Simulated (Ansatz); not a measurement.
Input of the run:

```
crystal:
  lattice:
    - [3.1393031999, 0.0, 0.0]
    - [0.0, 4.4396451617, 0.0]
    - [0.0, 0.0, 24.4179095998]
  atoms:
    - { symbol: Ta, position: [0.5, 0.5, 0.314513619] }
    - { symbol: C, position: [0.5, 0.0, 0.3065541933] }
    - { symbol: Ta, position: [0.0, 0.0, 0.3686499723] }
    - { symbol: C, position: [0.0, 0.5, 0.3707264852] }
    - { symbol: Ta, position: [0.5, 0.5, 0.4349504674] }
    - { symbol: C, position: [0.5, 0.0, 0.436025797] }
    - { symbol: Ta, position: [0.0, 0.0, 0.5000000019] }
    - { symbol: C, position: [0.0, 0.5, 0.500000001] }
    - { symbol: Ta, position: [0.5, 0.5, 0.5650495352] }
    - { symbol: C, position: [0.5, 0.0, 0.5639742043] }
    - { symbol: Ta, position: [0.0, 0.0, 0.631350029] }
    - { symbol: C, position: [0.0, 0.5, 0.6292735128] }
    - { symbol: Ta, position: [0.5, 0.5, 0.6854863764] }
    - { symbol: C, position: [0.5, 0.0, 0.6934458053] }
basis:
  ecutwfc: 420
kpoints:
  mp_grid: { grid: [11, 8, 1] }
  band_path:
    path: [[0.5, 0, 0], [0, 0, 0], [0, 0.5, 0], [0.5, 0.5, 0], [0, 0, 0]]
    npoints: 12
hamiltonian:
  xc: pbesol
scf:
  occupations: { method: gaussian, width: 0.1 }
  n_extra_bands: 34
output:
  forces: true
  eigenvalues: true
  populations: true
  fatbands: true
  write_density: true
  write_potential: true
  elf: true
  volumetric_format: npy
efield:
  axis: 3
  dipole_correction: true
  ramp_width: 0.04
```

Command:
```bash
ansatz run input.yaml --threads 2 --pin off --max-ram 5632MiB --backend cpu --events-out ev --progress --plain --runs-dir out
```

Predict the main features of the band structure. The path is X–Γ–Y–S–Γ.

A metal: 6 bands cross the Fermi level along this path. Bands cross the Fermi level on every line of the path. At Y the nearest levels lie 0.69 eV below and 0.63 eV above the Fermi level.

Spin-orbit coupling is left out, which matters for Ta.

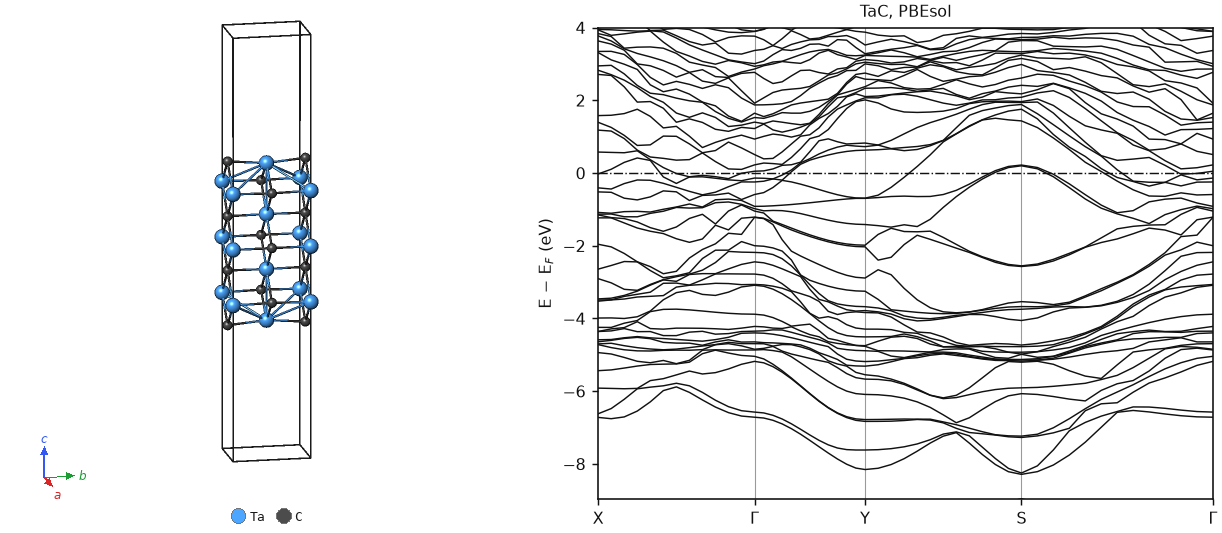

Band structure, beside the structure. Energies are counted from the Fermi level.
